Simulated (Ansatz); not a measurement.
The calculation's input:

```
crystal:
  lattice:
    - [0.0, 4.348, 4.348]
    - [4.348, 0.0, 4.348]
    - [4.348, 4.348, 0.0]
  atoms:
    - { symbol: Si, position: [0.0, 0.0, 0.0] }
    - { symbol: C, position: [0.125, 0.125, 0.125] }
    - { symbol: Si, position: [0.0, 0.0, 0.5] }
    - { symbol: C, position: [0.125, 0.125, 0.625] }
    - { symbol: Si, position: [0.0, 0.5, 0.0] }
    - { symbol: C, position: [0.125, 0.625, 0.125] }
    - { symbol: Si, position: [0.0, 0.5, 0.5] }
    - { symbol: C, position: [0.125, 0.625, 0.625] }
    - { symbol: Si, position: [0.5, 0.0, 0.0] }
    - { symbol: C, position: [0.625, 0.125, 0.125] }
    - { symbol: Si, position: [0.5, 0.0, 0.5] }
    - { symbol: C, position: [0.625, 0.125, 0.625] }
    - { symbol: Si, position: [0.5, 0.5, 0.0] }
    - { symbol: C, position: [0.625, 0.625, 0.125] }
    - { symbol: Si, position: [0.5, 0.5, 0.5] }
    - { symbol: C, position: [0.625, 0.625, 0.625] }
    - { symbol: H, position: [0.87503618, 0.37245777, 0.87180674], spin: 1.0 }
magnetization:
  spin_polarized: true
basis:
  ecutwfc: 420.0
kpoints:
  mp_grid: { grid: [2, 2, 2] }
hamiltonian:
  xc: pbe
  pseudopotentials: { kind: paw, azcp: { folder: soft_1 } }
scf:
  occupations: { method: gaussian, width: 0.05 }
  lower_state_search: "off"
relax:
  f_tol: 0.03
  max_steps: 60
  adjacent_minimum: "off"
output:
  write_density: true
  write_potential: true
  elf: true
  volumetric_format: npy
```

Launched as:

```sh
ansatz run input.yaml --threads 1 --pin off --max-ram 3072MiB --backend cpu --events-out ev --progress --plain --runs-dir out
```

The fields are those of the run's last geometry, not of the input's.

The SCF solution may not be the lowest one; PAW files of the earlier set (soft_1); spin-polarised.

Theory: DFT PBE, scalar-relativistic, plane waves, PAW in Ansatz 0.2.0.

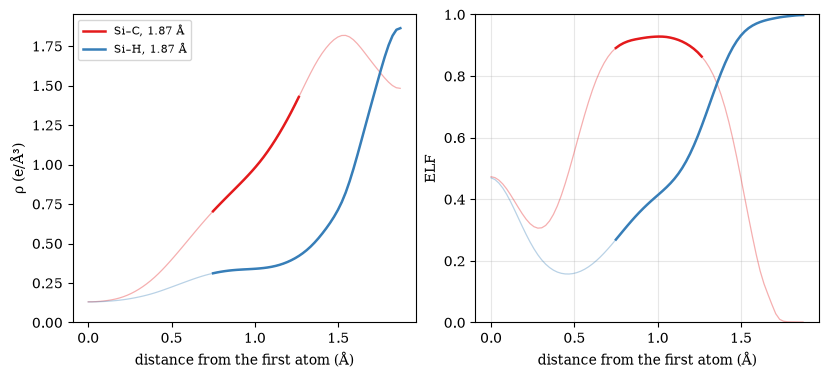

Si8HC8 (cell with a defect). Valence pseudo-density and ELF along straight lines between neighbouring atoms. Thin, pale parts lie inside the atomic spheres.

In a PAW calculation such maps are meaningful between the atoms, not at the nuclei.

### What can be read from the curves?

Si–C (1.87 Å): the density is about 0.91 e/Å³ at the midpoint; the ELF peaks at about 0.95 between the atoms.
Si–H (1.87 Å): ρ is about 0.34 e/Å³ halfway; the ELF climbs to about 1 towards the hydrogen, as it does in any bond to H.
